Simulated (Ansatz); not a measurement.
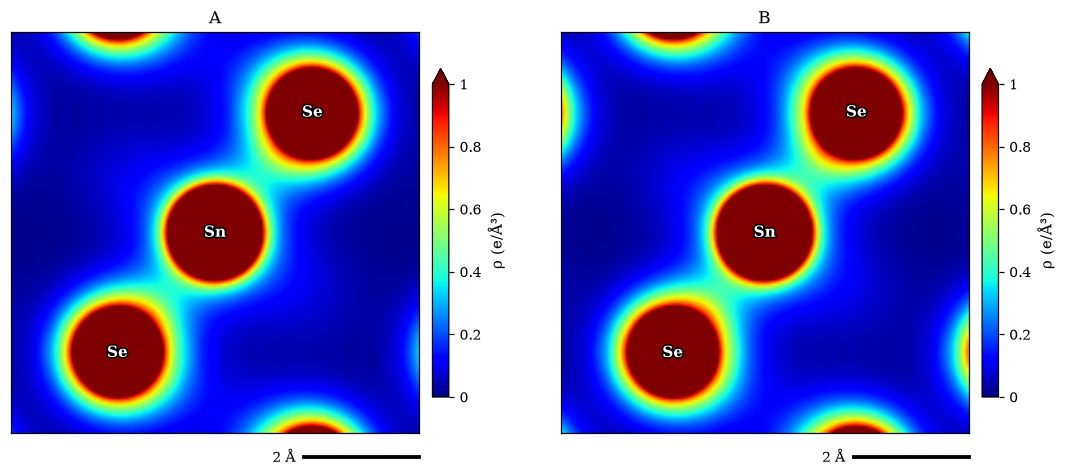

SnSe$_{2}$. The valence charge density (pseudo) of two cells that differ in size and shape, on the (110) plane of each (indices in the axes of the calculation cell), at one length scale and on one colour scale; one has 22.9 and the other 24.2 Å³ an atom.

Computed with DFT PBE+D3(BJ), scalar-relativistic, plane waves, PAW (Ansatz).

The density is the valence pseudo-density of a PAW calculation; it isn't the true density close to the nuclei.

The larger cell:

```xyz
3
Lattice="3.6211 0.0000 0.0000 -1.8105 3.1360 0.0000 0.0000 0.0000 6.3981" Properties=species:S:1:pos:R:3 pbc="T T T"
Sn    0.0000    0.0000    0.0000
Se    0.0000    2.0906    1.6963
Se    1.8106    1.0453    4.7018
```

The smaller cell: a = 3.624 Å, b = 3.624 Å, c = 6.027 Å, α = 90.00°, β = 90.00°, γ = 120.00°.

Q: Which panel shows the smaller cell, and what does the compression change?

A: Panel B is the smaller cell, by 6 % in volume. From the larger cell to the smaller, Sn–Se goes from 2.69 to 2.63 Å, and the density at its midpoint from 0.4 to 0.44 e/Å³; the pressure goes from 4.1 to 10 GPa; the Kohn–Sham gap goes from metallic to 0.45 eV.
